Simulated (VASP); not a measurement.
Geometry relaxation of GaAs (part 3 of 3)

Continued. System: GaAs (F-43m, 2 atoms in the cell). Method: Kohn-Sham DFT of a periodic cell, PBE, VASP PAW PBE potentials, gw, light, no spin polarisation (VASP 6.6.1); cutoff 900 eV, 8×8×8 k-mesh, fermi-dirac of 0.05 eV. The structure derives from an entry of the Crystallography Open Database. It belongs to a series of runs on one base structure; here: pseudo_set = gw, light.

Geometry of the input (Å; fractional positions):
```
0.0000  2.8268  2.8268
2.8268  0.0000  2.8268
2.8268  2.8268  0.0000
As 0.7500  0.7500  0.7500
Ga 0.0000  0.0000  0.0000
```

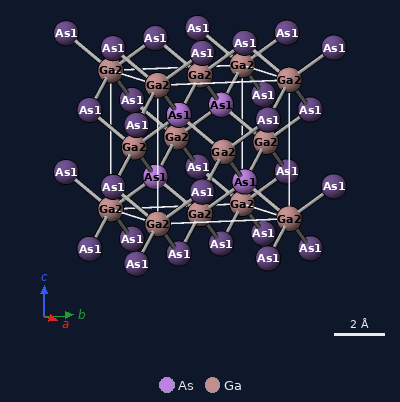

Figure 1. The structure as given in the input (ball-and-stick view of the cell 4 times as large as that of the calculation, set on its symmetry axes, seen slightly off an axis; neighbours outside the cell are drawn fainter; atoms are numbered from 1 in the order of the input).

**Results in brief**

| quantity | value |
| --- | --- |
| outcome | converged |
| space group (tolerance 0.01 Å) | F-43m (216) |
| electrons treated | 18 |
| free energy | −8.2679 eV |
| Fermi energy | 3.503 eV |
| gap on the k-point mesh | 0.14 eV |
| pressure | 0.05 GPa |
| final volume | 47.49 Å³ |
| largest force (length of the vector) at the end | under 0.001 eV/Å |
| final cell | a = 4.065 Å, b = 4.065 Å, c = 4.065 Å, α = 60.00°, β = 60.00°, γ = 60.00° |
| hardware | 1 thread of AMD EPYC (Zen 3), 1656 GiB of memory available, shared host |
| wall time | 5.4 min |
| peak memory | 0.24 GiB |

**Remarks**

The volume changed by more than 5 % on the plane waves of the start, so the result carries a basis error; a second relaxation from the end is advised.
